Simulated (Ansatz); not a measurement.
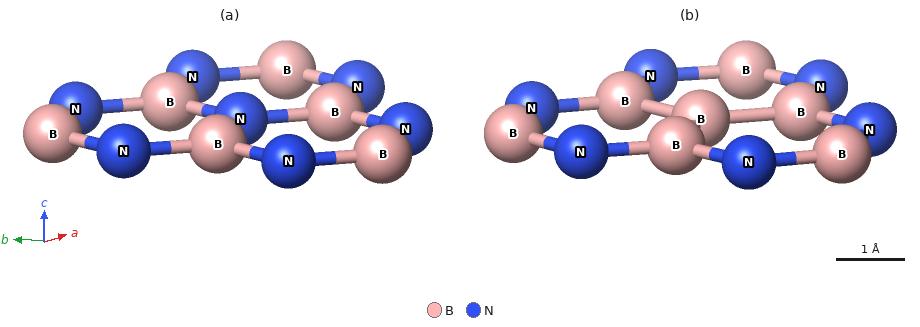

Left: perfect BN. Right: the same region with one point defect, after relaxing the atoms in a supercell of 48 sites. A ball-and-stick model of the atoms within 3.3 Å of one point, seen from a free direction.

The calculation used Ansatz 0.2.0, DFT PBE, scalar-relativistic, plane waves, PAW. Set-up: plane-wave cutoff 420 eV; k-point mesh 1 × 1 × 1; occupations gaussian; smearing width 0.01 eV; collinear spin. The cell is small and the k-mesh coarse, so the numbers are rough. A uniform background neutralises the charged cell. The axes drawn are those of the host's conventional cell.

**Which defect is it?**

A nitrogen atom is replaced by boron.

The charge state of the cell is −1.

**How does the lattice respond?**

In the host the N atom has 3 B at 1.45 Å; the B atom ends with 3 B at 1.55 Å. Of the host's atoms, a boron atom moves furthest from its site, by 0.10 Å. The cell's net moment is 1.00 μB.
